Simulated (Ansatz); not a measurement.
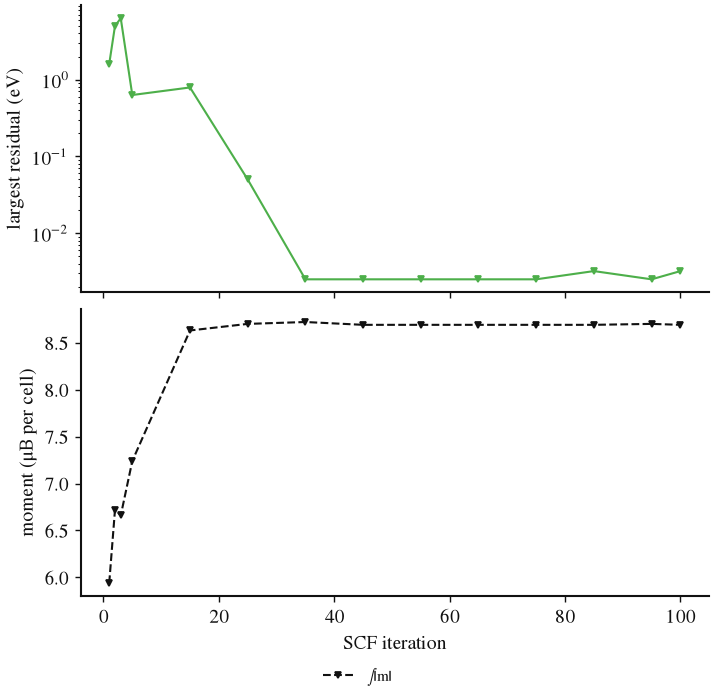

The plot shows the SCF iterations of a calculation: largest residual, magnetic moments. Only some iterations were kept.

Program: Ansatz.

```
crystal:
  atoms:
    - { position: [0, 0, 0], spin: 0.9, spin_axis: [0.708, -0.362, 0.606], symbol: Fe }
    - { position: [0, 0.5, 0.5], spin: 1.5, spin_axis: [-0.404, -0.911, 0.086], symbol: Fe }
    - { position: [0.5, 0, 0.5], spin: 1.9, spin_axis: [-0.676, -0.217, -0.704], symbol: Fe }
    - { position: [0.5, 0.5, 0], spin: 1.7, spin_axis: [-0.722, -0.123, -0.68], symbol: Fe }
  lattice:
    - [3.7085, 0, 0]
    - [0, 3.7085, 0]
    - [0, 0, 3.7085]
hamiltonian:
  pseudopotentials: { kind: paw }
  xc: lda
kpoints:
  mp_grid: { grid: [3, 3, 3] }
magnetization:
  noncollinear: true
scf:
  occupations: { method: gaussian, width: "0.1 eV" }
```

Q: Was self-consistency reached?

A: The run gave up at step 100 without converging. The residual stalls around 2 × 10⁻³ from about step 35 on.

Q: How do the moments develop?

A: The integral of |m| goes from 5.9 to 8.7 μB per cell, though in an unconverged run this needn't be final.
